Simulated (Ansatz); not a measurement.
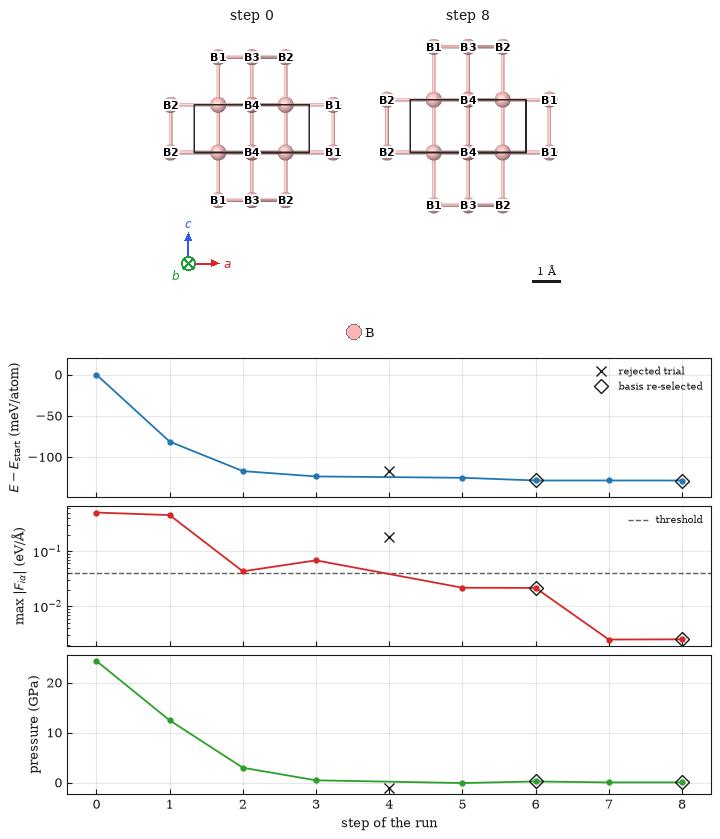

First and last geometry of a relaxation of crystalline B (a generated structure, set up in P4/mmm) (coarse preliminary run), with the history of the run. A ball-and-stick model of the cell of the calculation, seen along the b axis.

The calculation used DFT PBE, scalar-relativistic, plane waves, PAW in Ansatz 0.2.0. Settings: plane-wave cutoff 420 eV; k-point mesh 4 × 4 × 10; occupations gaussian; smearing width 0.1 eV; no spin polarisation; cell and atoms relaxed; force threshold 0.04 eV/Å; at most 70 steps.

Question: What do the curves and the structures tell?

Answer: It converged. The largest moves relative to the cell, 0.021 Å, are those of B1, B2, B3 and B4. B1 goes along −a. The volume changes by +12.2 %, with a = b 4.177 → 4.202 Å (+0.6 %), c 1.731 → 1.919 Å (+10.9 %). Near-neighbour distances that change, for instance: B1–B1 1.731 → 1.919 Å, B1–B3 1.731 → 1.770 Å, B1–B2 1.730 → 1.699 Å. The space group stays P4/mmm (No. 123). After 5 accepted moves (8 points after the start) the energy has fallen by 129 meV per atom. The largest force component goes from 0.5 to 0.0025 eV/Å. The pressure goes from 24.33 to 0.03 GPa. The line search rejected the trial step at point 4 of the run. The SCF was repeated twice at an unchanged geometry on a basis and grid sized afresh for the cell, which shifted the energy by 3.3 meV per atom at most. Cost: 6.2 s on 1 thread of Intel(R) Xeon(R) Platinum 8488C (Sapphire Rapids) (shared host), peak memory 0.36 GiB.

Limits of the set-up: the k-point mesh is coarse for a cell with partly filled bands.
